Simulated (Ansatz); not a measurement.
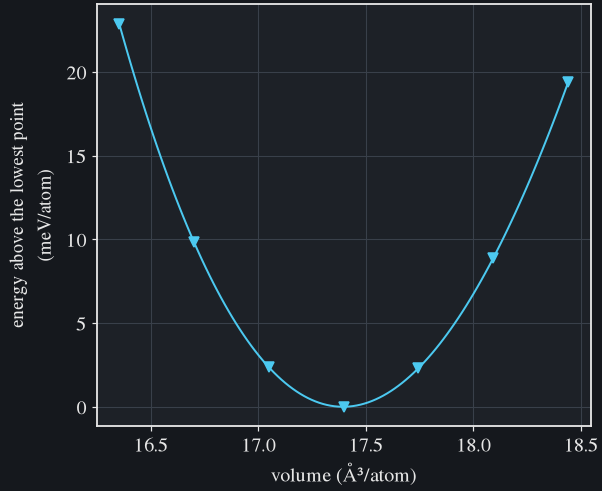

Method: equation of state of a cubic crystal from periodic Kohn-Sham density functional theory without spin, third-order Birch-Murnaghan fit to the free energies; pressure corrected for the finite basis (Ansatz 0.2.0 development build). Level: PBE.

- structure type: fcc
- atoms in cell: 1
- space group number: 225
- lattice centring: face-centred primitive
- k mesh: 23×23×23
- occupation method: Fermi–Dirac
- occupation width: 0.06123 eV
- wave cutoff: 740 eV
- datasets: hand-made PAW
- density tolerance: 1e−09 eV
- bands: 10
- density cutoff ratio: 4
- search for lower states: default

Caption: Energy above the lowest point against volume for Ti, space group Fm-3m (No. 225) (one of a set of cubic test structures, which need not be the stable phase).

A third-order Birch–Murnaghan fit gives V0 = 17.39 Å³/atom, B0 = 108 GPa and B′ = 3.5. The energy above the lowest point is 22.9 meV/atom at volume 16.35 Å³/atom and 19.4 meV/atom at 18.44 Å³/atom; the lowest computed point is at volume 17.40 Å³/atom (0.0 meV/atom), and no other minimum shows.

Caveats: cubic model structure, not the ambient form.
